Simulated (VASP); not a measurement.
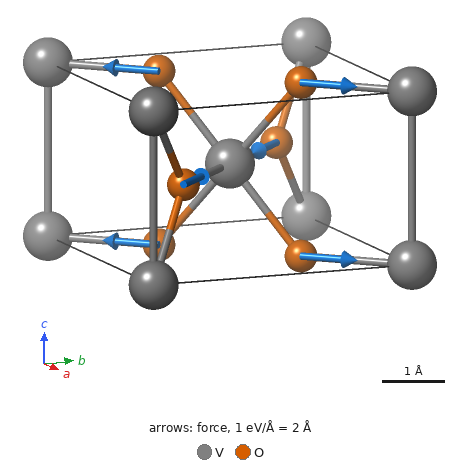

Starting geometry of a crystal of VO2 (set up in P4_2/mnm) with the computed forces as blue arrows. A ball-and-stick model of the cell of the calculation, seen slightly off an axis.

The run lets cell and atoms move.

Level of theory: Kohn-Sham DFT of a periodic cell, PBE, VASP PAW PBE potentials, recommended (VASP 6.6.1).

The input:
```
PREC = Accurate
ENCUT = 600
EDIFF = 1E-6
ISMEAR = 1
SIGMA = 0.1
LREAL = False
LASPH = True
NELM = 150
ALGO = Normal
ISIF = 3
LWAVE = False
LCHARG = False
ISPIN = 2
MAGMOM = 1 -1 0 0 0 0
LORBIT = 11
LMAXMIX = 4
GGA = PE
IBRION = 2
NSW = 90
EDIFFG = -0.01
AMIX = 0.2
BMIX = 1E-4
AMIX_MAG = 0.8
BMIX_MAG = 1E-4
KPAR = 2
```

Command:
```bash
cat potpaw_PBE.64/V_sv/POTCAR potpaw_PBE.64/O/POTCAR > POTCAR
mpirun -np 2 vasp_std > vasp.out
```

> Is this structure relaxed? If not, where do the atoms go?

It isn't relaxed: the largest force vector, on O atoms, is 0.50 eV/Å. The atoms end up moving mostly along the starting forces (cosine between the two patterns 1.00). The largest moves relative to the cell, 0.044 Å, are those of O atoms. V stays in place. The volume changes by +0.6 %, with a = b 4.530 → 4.618 Å (+2.0 %), c 2.869 → 2.777 Å (−3.2 %). Some distances before and after: V–V 2.869 → 2.777 Å, O–V 1.902 → 1.914 Å, O–V 1.954 → 1.949 Å. Bond angles that change, for instance: V–O–V 97.9° → 93.0°, V–O–V 131.1° → 133.5°. The space group stays P4_2/mnm (No. 136). The energy falls by 12.4 meV per atom in 14 geometry steps. Largest force component: 0.35 eV/Å at the start, 0.0015 eV/Å at the end. The pressure goes from 3.81 to −0.02 GPa.
